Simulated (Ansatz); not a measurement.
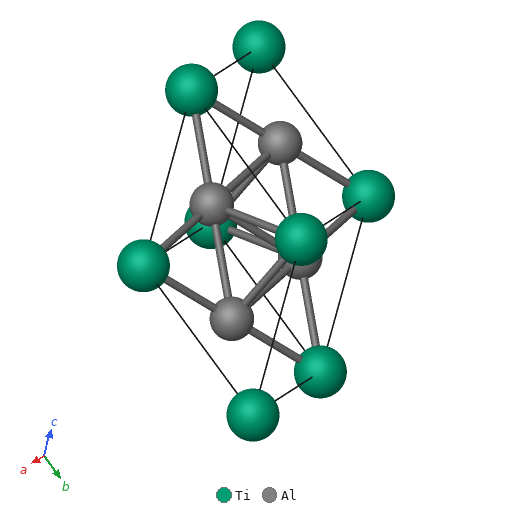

System: a slab cut from TiAl₃ (slab content Ti₃Al₁₁), space group I4/mmm (No. 139). The picture shows the bulk cell.

Structure:
```
CELL_PARAMETERS angstrom
-1.92270 1.92270 4.31140
1.92270 -1.92270 4.31140
1.92270 1.92270 -4.31140
ATOMIC_POSITIONS crystal
Ti 0.00000 0.00000 0.00000
Al 0.50000 0.50000 0.00000
Al 0.75000 0.25000 0.50000
Al 0.25000 0.75000 0.50000
```

Method: spacing and rumpling of the atomic planes of a slab cut from the relaxed bulk cell along the Miller plane (conventional indices), bottom to top, after all atoms relax, plane waves with PAW datasets, Γ-centred k mesh (Ansatz 0.2.0). Level: PBE, no spin polarisation.

```csv
setting,value
space group in which the indices count,139
Miller index h,0
Miller index k,0
Miller index l,1
top plane,Al
bottom plane,Al
planes,7
surface cell,"(1, 1)"
slab thickness as cut,12.93 Å
vacuum,15 Å
surface area,14.79 Å²
surface a,3.845 Å
surface b,3.845 Å
surface angle,90 °
slab atoms,14
wave cutoff,420 eV
k mesh,9×9×1
occupations,Gaussian
smearing width,0.1 eV
boundary,dipole corrected
```

What does the calculation give for the spacing change of each pair of planes? The cases: 1–2; 2–3; 3–4; 4–5; 5–6; 6–7.

The least value, −0.088 Å, is that of 1–2 and 6–7, and the largest, −0.009 Å, that of 3–4 and 4–5.

| pair of planes | spacing change (Å) | spacing to next (Å) | content of the two planes |
| --- | --- | --- | --- |
| 1–2 | −0.088 | 2.068 | Al2 and TiAl |
| 2–3 | −0.029 | 2.126 | TiAl and Al2 |
| 3–4 | −0.009 | 2.147 | Al2 and TiAl |
| 4–5 | −0.009 | 2.147 | TiAl and Al2 |
| 5–6 | −0.029 | 2.126 | Al2 and TiAl |
| 6–7 | −0.088 | 2.068 | TiAl and Al2 |

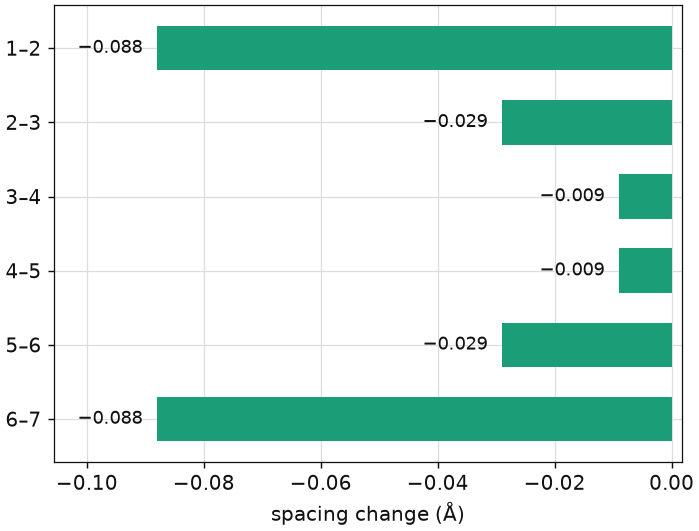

Keep in mind: k mesh lowers the symmetry; xc potential rough in thin density.
